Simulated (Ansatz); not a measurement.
## Run report: Si4N, geometry relaxation (part 2 of 3)

Continued. System: Si4N (slab, 10 atoms in the cell). Method: DFT PBEsol, scalar-relativistic, plane waves, PAW, no spin polarisation (Ansatz 0.2.0); cutoff 420 eV, 8×6×1 k-mesh, Gaussian smearing of 0.05 eV. The structure derives from an entry of the Crystallography Open Database. The input holds or restrains some coordinates. Forces given for the steps count only the free coordinates. It belongs to a series of runs on one base structure; here: N2 put at a top Si site.

Geometry of the input (Å; fractional positions):
```
3.8417  0.0000  0.0000
0.0000  5.4330  0.0000
0.0000  0.0000  25.8626
Si 0.5000  0.0000  0.3287
Si 0.0000  0.2500  0.3287
Si 0.0000  0.5000  0.4029
Si 0.5000  0.7500  0.4029
Si 0.5000  0.0046  0.4773
Si 0.0000  0.2454  0.4773
Si 0.0000  0.5107  0.5465
Si 0.5000  0.7393  0.5465
N  0.0000  0.5107  0.6246
N  0.0000  0.5107  0.6671
```

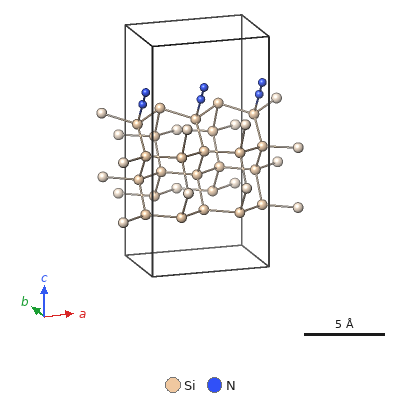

The geometry at step 10 of the log (ball-and-stick view of the 2 × 1 repeat of the cell, with the vacuum cut short, seen slightly off an axis; neighbours outside the cell are drawn fainter).

Log, continued:
```
SCF iter   1: F=—  HF=-5723.992978 eV  |F-HF|=—  |Δ(HF+E_count)|=         —  Δρ=9.98e-3  dr2=2.90e-1  ethr=6.81e-4  p=0.087 e·Å  D=2.92e-2 V/Å  ΔV_dip=-0.76 eV  dr2_dipole=3.27e-3  V_vac-E_F(+/−)=4.17/4.93 eV  ⟨swp⟩=1.1  Hψ=2952  notcnv=0  defer=65
efield: sawtooth ramp at fractional position 0.9779 (handed on by an earlier solve), width 0.0400; the density the first Hamiltonian is built on has a dipole p = 0.087 e·Å; the dipole correction subtracts the counter field D = 2.92e-2 V/Å, which shifts the + side's vacuum level by -0.76 eV against the − side's; the planar-averaged density in the ramp window peaks in size at 1.2e-7 e/Å³
preconditioner: auto → LDOS  [insulator: Δε(μ)=0.065 eV  Ē_g=7.795 eV  σ=0.050 eV  W_gap=0.59  n_scr=46 (ndim 8)  ℏωp=10.1 eV  f_vac=0.564  D(μ)=3.75/eV (n_scr^D=8)  ε∞_Penn≈2.7  β→1.0]
SCF iter   2: F=—  HF=-5723.945631 eV  |F-HF|=—  |Δ(HF+E_count)|=   4.73e-2  Δρ=4.59e-3  dr2=9.76e-2  ethr=6.81e-4  p=0.072 e·Å  D=2.42e-2 V/Å  ΔV_dip=-0.63 eV  dr2_dipole=1.96e-4  V_vac-E_F(+/−)=4.31/4.94 eV  ⟨swp⟩=3.0  Hψ=1194  notcnv=0  defer=65
SCF iter   3: F=—  HF=-5723.910707 eV  |F-HF|=—  |Δ(HF+E_count)|=   3.49e-2  Δρ=5.87e-4  dr2=2.22e-3  ethr=2.32e-4  p=0.075 e·Å  D=2.52e-2 V/Å  ΔV_dip=-0.65 eV  dr2_dipole=4.66e-4  V_vac-E_F(+/−)=4.29/4.94 eV  ⟨swp⟩=2.3  Hψ=1169  notcnv=0  defer=70
SCF iter   4: F=—  HF=-5723.910426 eV  |F-HF|=—  |Δ(HF+E_count)|=   2.81e-4  Δρ=1.61e-4  dr2=2.61e-4  ethr=5.28e-6  p=0.074 e·Å  D=2.48e-2 V/Å  ΔV_dip=-0.64 eV  dr2_dipole=3.89e-5  V_vac-E_F(+/−)=4.29/4.94 eV  ⟨swp⟩=2.4  Hψ=961  notcnv=0  defer=70
SCF iter   5: F=-5723.910373 eV  HF=-5723.910424 eV  |F-HF|=5.10e-5  |Δ(HF+E_count)|=   2.26e-6  Δρ=7.95e-5  dr2=6.09e-5  ethr=2.38e-7  p=0.074 e·Å  D=2.47e-2 V/Å  ΔV_dip=-0.64 eV  dr2_dipole=8.40e-6  V_vac-E_F(+/−)=4.30/4.94 eV  ⟨swp⟩=20.2  Hψ=6762  notcnv=0
SCF 2 converged in 5 iterations: F = -5723.910373 eV  dr2 = 6.09e-5
  greatest PAW one-centre occupation: 0.852 electrons in one spin orbital (limit 2), on the N atom at site 9 (counted from 0), in its partial waves of l = 0
relax step   2: F+E_penalty+E_count = -5723.91037318 eV  Δ(F+E_penalty+E_count) = -2.234e-1 eV  max|allowed force component| = 9.712e-1 eV/Å  Δτ_max = 0.1914 Å  (5 SCF iters, dr2 threshold 1.00e-4 eV, accepted)
[... from here on the SCF iterations and repeated set-up lines of each step are left out, up to the last step ...]
SCF 3 converged in 6 iterations: F = -5724.066414 eV  dr2 = 5.19e-6
relax step   3: F+E_penalty+E_count = -5724.06641397 eV  Δ(F+E_penalty+E_count) = -1.560e-1 eV  max|allowed force component| = 1.240e0 eV/Å  Δτ_max = 0.1948 Å  (6 SCF iters, dr2 threshold 5.89e-5 eV, accepted)
SCF 4 converged in 6 iterations: F = -5724.163976 eV  dr2 = 2.14e-5
relax step   4: F+E_penalty+E_count = -5724.16397576 eV  Δ(F+E_penalty+E_count) = -9.756e-2 eV  max|allowed force component| = 9.303e-1 eV/Å  Δτ_max = 0.2000 Å  (6 SCF iters, dr2 threshold 1.00e-4 eV, accepted)
SCF 5 converged in 7 iterations: F = -5724.262218 eV  dr2 = 9.37e-6
relax step   5: F+E_penalty+E_count = -5724.26221825 eV  Δ(F+E_penalty+E_count) = -9.824e-2 eV  max|allowed force component| = 2.449e-1 eV/Å  Δτ_max = 0.1919 Å  (7 SCF iters, dr2 threshold 1.00e-4 eV, accepted)
SCF 6 converged in 8 iterations: F = -5724.309894 eV  dr2 = 8.37e-7
relax step   6: F+E_penalty+E_count = -5724.30989357 eV  Δ(F+E_penalty+E_count) = -4.768e-2 eV  max|allowed force component| = 3.534e-1 eV/Å  Δτ_max = 0.1949 Å  (8 SCF iters, dr2 threshold 4.15e-6 eV, accepted)
SCF 7 converged in 7 iterations: F = -5724.341201 eV  dr2 = 2.52e-6
relax step   7: F+E_penalty+E_count = -5724.34120074 eV  Δ(F+E_penalty+E_count) = -3.131e-2 eV  max|allowed force component| = 1.165e-1 eV/Å  Δτ_max = 0.2000 Å  (7 SCF iters, dr2 threshold 8.65e-6 eV, accepted)
SCF 8 converged in 7 iterations: F = -5724.362881 eV  dr2 = 1.45e-6
relax step   8: F+E_penalty+E_count = -5724.36288127 eV  Δ(F+E_penalty+E_count) = -2.168e-2 eV  max|allowed force component| = 1.612e-1 eV/Å  Δτ_max = 0.2000 Å  (7 SCF iters, dr2 threshold 1.47e-6 eV, accepted)
SCF 9 converged in 7 iterations: F = -5724.376088 eV  dr2 = 8.14e-7
relax step   9: F+E_penalty+E_count = -5724.37608772 eV  Δ(F+E_penalty+E_count) = -1.321e-2 eV  max|allowed force component| = 2.502e-1 eV/Å  Δτ_max = 0.2000 Å  (7 SCF iters, dr2 threshold 2.82e-6 eV, accepted)
SCF 10 converged in 5 iterations: F = -5724.381526 eV  dr2 = 1.38e-5
relax step  10: F+E_penalty+E_count = -5724.38152643 eV  Δ(F+E_penalty+E_count) = -5.439e-3 eV  max|allowed force component| = 8.115e-1 eV/Å  Δτ_max = 0.1923 Å  (5 SCF iters, dr2 threshold 6.26e-5 eV, accepted)
SCF 11 converged in 5 iterations: F = -5724.386513 eV  dr2 = 5.72e-6
relax step  11: F+E_penalty+E_count = -5724.38651323 eV  Δ(F+E_penalty+E_count) = -4.987e-3 eV  max|allowed force component| = 4.828e-1 eV/Å  Δτ_max = 0.0841 Å  (5 SCF iters, dr2 threshold 1.00e-4 eV, accepted)
SCF 12 converged in 5 iterations: F = -5724.392166 eV  dr2 = 1.37e-5
relax step  12: F+E_penalty+E_count = -5724.39216577 eV  Δ(F+E_penalty+E_count) = -5.653e-3 eV  max|allowed force component| = 8.509e-2 eV/Å  Δτ_max = 0.1426 Å  (5 SCF iters, dr2 threshold 8.25e-5 eV, accepted)
SCF 13 converged in 8 iterations: F = -5724.393378 eV  dr2 = 8.88e-8
relax step  13: F+E_penalty+E_count = -5724.39337830 eV  Δ(F+E_penalty+E_count) = -1.213e-3 eV  max|allowed force component| = 7.957e-3 eV/Å  Δτ_max = 0.0679 Å  (8 SCF iters, accepted)
SCF 14 converged in 9 iterations: F = -5724.392637 eV  dr2 = 8.51e-8
relax step  14: F+E_penalty+E_count = -5724.39263695 eV  Δ(F+E_penalty+E_count) = +7.414e-4 eV  max|allowed force component| = 3.031e-1 eV/Å  Δτ_max = 0.1674 Å  (9 SCF iters, rejected (line search))
SCF 15 converged in 9 iterations: F = -5724.393848 eV  dr2 = 3.21e-8
relax step  15: F+E_penalty+E_count = -5724.39384829 eV  Δ(F+E_penalty+E_count) = -4.700e-4 eV  max|allowed force component| = 9.987e-2 eV/Å  Δτ_max = 0.0817 Å  (9 SCF iters, accepted)
SCF 16 converged in 7 iterations: F = -5724.393906 eV  dr2 = 7.52e-8
relax step  16: F+E_penalty+E_count = -5724.39390619 eV  Δ(F+E_penalty+E_count) = -5.791e-5 eV  max|allowed force component| = 3.289e-2 eV/Å  Δτ_max = 0.0221 Å  (7 SCF iters, accepted)
SCF iter   1: F=—  HF=-5724.394138 eV  |F-HF|=—  |Δ(HF+E_count)|=         —  Δρ=3.79e-4  dr2=2.62e-4  ethr=6.80e-6  p=0.074 e·Å  D=2.48e-2 V/Å  ΔV_dip=-0.64 eV  dr2_dipole=1.45e-5  V_vac-E_F(+/−)=4.32/4.96 eV  ⟨swp⟩=2.0  Hψ=1460  notcnv=0  defer=27
efield: sawtooth ramp at fractional position 0.9779 (handed on by an earlier solve), width 0.0400; the density the first Hamiltonian is built on has a dipole p = 0.074 e·Å; the dipole correction subtracts the counter field D = 2.48e-2 V/Å, which shifts the + side's vacuum level by -0.64 eV against the − side's; the planar-averaged density in the ramp window peaks in size at 1.4e-7 e/Å³
preconditioner: auto → LDOS  [metal: Δε(μ)=0.033 eV  Ē_g=7.873 eV  σ=0.050 eV  W_gap=0.34  n_scr=46 (ndim 8)  ℏωp=10.1 eV  f_vac=0.579  D(μ)=7.21/eV (n_scr^D=30)  β→1.0]
SCF iter   2: F=—  HF=-5724.394099 eV  |F-HF|=—  |Δ(HF+E_count)|=   3.89e-5  Δρ=1.42e-4  dr2=8.92e-5  ethr=6.23e-7  p=0.073 e·Å  D=2.46e-2 V/Å  ΔV_dip=-0.64 eV  dr2_dipole=1.11e-8  V_vac-E_F(+/−)=4.32/4.96 eV  ⟨swp⟩=2.0  Hψ=1004  notcnv=0  defer=27
SCF iter   3: F=—  HF=-5724.393947 eV  |F-HF|=—  |Δ(HF+E_count)|=   1.52e-4  Δρ=2.72e-5  dr2=5.40e-6  ethr=2.12e-7  p=0.074 e·Å  D=2.48e-2 V/Å  ΔV_dip=-0.64 eV  dr2_dipole=1.07e-6  V_vac-E_F(+/−)=4.32/4.96 eV  ⟨swp⟩=2.2  Hψ=868  notcnv=0  defer=27
SCF iter   4: F=—  HF=-5724.393947 eV  |F-HF|=—  |Δ(HF+E_count)|=   1.44e-7  Δρ=7.08e-6  dr2=1.12e-6  ethr=1.29e-8  p=0.074 e·Å  D=2.47e-2 V/Å  ΔV_dip=-0.64 eV  dr2_dipole=4.03e-7  V_vac-E_F(+/−)=4.32/4.96 eV  ⟨swp⟩=2.0  Hψ=789  notcnv=0  defer=27
SCF iter   5: F=—  HF=-5724.393947 eV  |F-HF|=—  |Δ(HF+E_count)|=   8.39e-8  Δρ=4.41e-6  dr2=5.01e-7  ethr=2.67e-9  p=0.074 e·Å  D=2.47e-2 V/Å  ΔV_dip=-0.64 eV  dr2_dipole=1.43e-7  V_vac-E_F(+/−)=4.32/4.96 eV  ⟨swp⟩=2.4  Hψ=730  notcnv=0  defer=27
SCF iter   6: F=-5724.393947 eV  HF=-5724.393947 eV  |F-HF|=4.43e-8  |Δ(HF+E_count)|=   2.75e-8  Δρ=1.90e-6  dr2=6.87e-8  ethr=2.38e-10  p=0.074 e·Å  D=2.47e-2 V/Å  ΔV_dip=-0.64 eV  dr2_dipole=2.48e-8  V_vac-E_F(+/−)=4.32/4.96 eV  ⟨swp⟩=13.9  Hψ=4856  notcnv=0
SCF 17 converged in 6 iterations: F = -5724.393947 eV  dr2 = 6.87e-8
relax step  17: F+E_penalty+E_count = -5724.39394714 eV  Δ(F+E_penalty+E_count) = -4.094e-5 eV  max|allowed force component| = 6.489e-3 eV/Å  Δτ_max = 0.0050 Å  (6 SCF iters, accepted)
WARN: The output density's exchange-correlation potential varies sharply where the density is thin. Do not read a vacuum level from v_tot or v_xc, or from such a field of the output density. On a cell that repeats whose density bears no net charge and no dipole along the vacuum's axis use v_es (v_loc + v_h of the components); under efield.dipole_correction with no amplitude use v_es + v_field, which holds any external_charges[].barrier, or the levels of the report's work_function block, which leave it out; under a non-zero efield.amplitude the vacuum is tilted and has no level; on a cell that repeats and bears such a dipole with no correction it is tilted too, and efield.dipole_correction with no amplitude gives each side of its ramp a level where efield: is served; in a cell that repeats whose density bears a net charge (total_charge, or a fill off its count) it is curved and has none; of a slab under crystal.periodic whose density bears no net charge use v_es, which has a level on each side, short of where the two are joined; of another it falls or rises all the way out and has none; of a slab beside external_charges read slab_vacuum_level instead, which it has where they leave it neutral. The grid or the basis barely resolves most such structure, and the values can differ between equally converged runs; as a rule a tighter scf.convergence.dr2_threshold does not remove it. Where the density itself ripples (under the LDA too) a higher basis.ecutwfc lessens it. The files hold the spikes' plane waves up to the density's cutoff. Files: v_tot_of_output_density and the like, and their columns of v_z.tsv (output.write_potential); v_xc_of_output_density and the like, and their columns of v_comp_z.tsv (output.write_potential_components). Measured: with its Gaussian average of σ = 0.25 Å subtracted twice, the exchange-correlation potential is over 0.1 eV at 65 of the grid points where the equally averaged density (valence and model cores) is under 1e-3 e/Å³, and 0.224 eV at the most among them, at an averaged density of 9.2e-4 e/Å³. The input density's (outcome.potential() and, of a run that writes arrays, v_tot and v_xc) is over 0.1 eV, so measured, at 67 points of its own thin density, 0.223 eV at the most. See output.write_potential in the manual, Limitations
SCF converged after 6 iterations
Free energy (F): -5724.393947 eV
Harris-Foulkes:  -5724.393947 eV  (|F-HF|=4.43e-8)
Internal energy: -5724.384956 eV  (E = F + TS)
E sigma→0 (E₀):  -5724.389452 eV
Entropy (-TS):   -0.008991 eV (-0.899 meV/atom)
Fermi energy:    -0.969032 eV
Dipole field:    D = 0.024580 V/Å  (p = 0.073325 e·Å, saw-weighted, corrected)
Work function:   Φ+ = 4.3224 eV   Φ− = 4.9581 eV
Levels:          The Fermi level and band energies are counted from a zero that moves with the ramp; work functions are not
--- Per-component energies (eV) ---
  E_band       = -314.399470
  E_kinetic    = 567.608845
  E_local      = -14407.699789  (includes V_loc(G=0)·N_el)
  E_nonlocal   = 303.629544
  E_hartree    = 6896.233016
  E_xc         = -547.215571
  E_vxc        = -513.921108  (∫ρ·V_xc dr)
  E_paw        = -4235.139354  (= ΣΔE_a)
  E_vpaw       = -56.938293  (= ΣTr[D̂ρ^β])
  E_aug_tail   = 0.000225  (compensation charges beyond the density's cutoff)
  E_efield     = 0.000901  (sawtooth field / dipole correction)
  E_vefield    = 0.464723  (∫n·V_field dr)
  E_ewald      = 5697.888544
  E_core_change = 0.308683  (= ΣΔE_core)
  E_smearing   = -0.008991  (= −TS)
  E_closure    = 0.000000  (closes the sum)
  Σ components = -5724.393947   (vs F -5724.393947, Δ=0.00e0)
--- Forces (eV/Å), atoms counted from 1 ---
  atom   1  Si     0.00000000     0.53367250     0.38922984
  atom   2  Si     0.00000000    -0.54607060     0.08031033
  atom   3  Si     0.00000000     0.00766396    -0.26707518
  atom   4  Si     0.00000000     0.00362056    -0.20250009
  atom   5  Si     0.00000000     0.00194442    -0.00067219
  atom   6  Si     0.00000000     0.00142974    -0.00055923
  atom   7  Si     0.00000000    -0.00228163     0.00088282
  atom   8  Si     0.00000000     0.00184483    -0.00205212
  atom   9  N      0.00000000     0.00426449    -0.00397186
  atom  10  N      0.00000000    -0.00606060     0.00648930
  max |Σ_I F_I| component: 8.16e-5 eV/Å
--- Band table (eV; the first three rows and the last of 20) ---
  k-point 0: bands = ["-25.3338", "-14.2058", "-12.4642", "-11.1479", "-9.7743", "-9.2536", "-8.9715", "-8.9508", "-8.4481", "-7.9704", "-6.6472", "-4.9489", "-4.6977", "-3.9744", "-3.6690", "-2.9925", "-2.7789", "-2.0748", "-1.8315", "-1.1887", "-0.9301", "-0.4760", "-0.0472", "-0.0123", "0.2010", "0.8378", "1.4552", "1.9790", "2.0042", "2.0188", "2.3954"]
  k-point 1: bands = ["-25.3336", "-14.1971", "-12.3640", "-11.0933", "-9.9115", "-9.6579", "-9.1804", "-8.9484", "-8.3658", "-7.4003", "-6.7833", "-5.1485", "-4.3251", "-3.8319", "-3.5730", "-2.9963", "-2.7280", "-1.9682", "-1.9281", "-1.4536", "-1.0092", "-0.4935", "-0.1070", "0.0927", "0.2642", "0.8884", "1.4267", "1.6008", "1.9281", "2.3025", "2.5879"]
  k-point 2: bands = ["-25.3332", "-14.1802", "-12.0630", "-11.0525", "-10.5304", "-9.9161", "-9.2438", "-8.9435", "-8.4164", "-7.0019", "-6.6089", "-5.3112", "-3.9691", "-3.4891", "-3.2947", "-2.8403", "-2.6071", "-2.2609", "-1.8548", "-1.8455", "-1.1800", "-0.7132", "-0.0455", "0.2575", "0.3402", "0.9247", "1.2665", "1.4372", "1.9375", "2.5829", "2.7146"]
  k-point 19: bands = ["-25.3130", "-13.9292", "-10.2357", "-10.2302", "-9.4409", "-9.2670", "-9.0836", "-8.7926", "-8.3728", "-7.8425", "-7.7634", "-7.7031", "-7.2259", "-4.4428", "-4.4312", "-4.1087", "-4.0021", "-2.9227", "-2.6581", "-2.0785", "-1.0814", "-0.8195", "-0.0889", "-0.0583", "1.3707", "1.5996", "1.9073", "2.4206", "2.5944", "2.9563", "3.1542"]
--- Relaxed structure (17 steps of the walk, 16 accepted, 0 SCFs on fresh bases) ---
  F+E_penalty+E_count = -5724.39394714 eV   max|allowed force component| = 6.489e-3 eV/Å
  atoms:
    - { symbol: Si, position: [0.5, 0.0, 0.32866023279999995] }
    - { symbol: Si, position: [0.0, 0.24999999999999997, 0.32866023279999995] }
    - { symbol: Si, position: [0.0, 0.49999999999999994, 0.40293197089999994] }
    - { symbol: Si, position: [0.5, 0.7499999999999999, 0.40293197089999994] }
    - { symbol: Si, position: [0.5, -0.007767356478886193, 0.4796782503057896] }
    - { symbol: Si, position: [0.0, 0.2397929955780377, 0.47511291115353377] }
    - { symbol: Si, position: [0.0, 0.549599486483487, 0.5393024487327995] }
    - { symbol: Si, position: [0.5, 0.7871177564003012, 0.5605534235096499] }
    - { symbol: N, position: [0.0, 0.3397104943515276, 0.5963998690705822] }
    - { symbol: N, position: [0.0, 0.1891797902826572, 0.6260795746323895] }
```

Trajectory as extended XYZ (Å, eV, eV/Å), 17 frames, from step=1 to step=17:
```
10
Lattice="3.8417 0.0000 0.0000 0.0000 5.4330 0.0000 0.0000 0.0000 25.8626" Properties=species:S:1:pos:R:3:forces:R:3 step=1 energy=-5723.68701
Si    1.9209    0.0000    8.5000    0.0000   0.3499   0.4318
Si    0.0000    1.3583    8.5000    0.0000  -0.3430   0.0047
Si    0.0000    2.7165   10.4209    0.0000   0.0366  -0.0537
Si    1.9209    4.0748   10.4209    0.0000  -0.0269  -0.4112
Si    1.9209    0.0252   12.3440    0.0000  -0.3646  -0.0313
Si    0.0000    1.3330   12.3440    0.0000  -0.4090  -0.2338
Si    0.0000    2.7744   14.1341    0.0000   0.1500  -0.0810
Si    1.9209    4.0169   14.1341    0.0000   0.8262   0.3637
N     0.0000    2.7744   16.1541    0.0000  -0.0148  -2.3131
N     0.0000    2.7744   17.2541    0.0000  -0.2043   2.3241
```
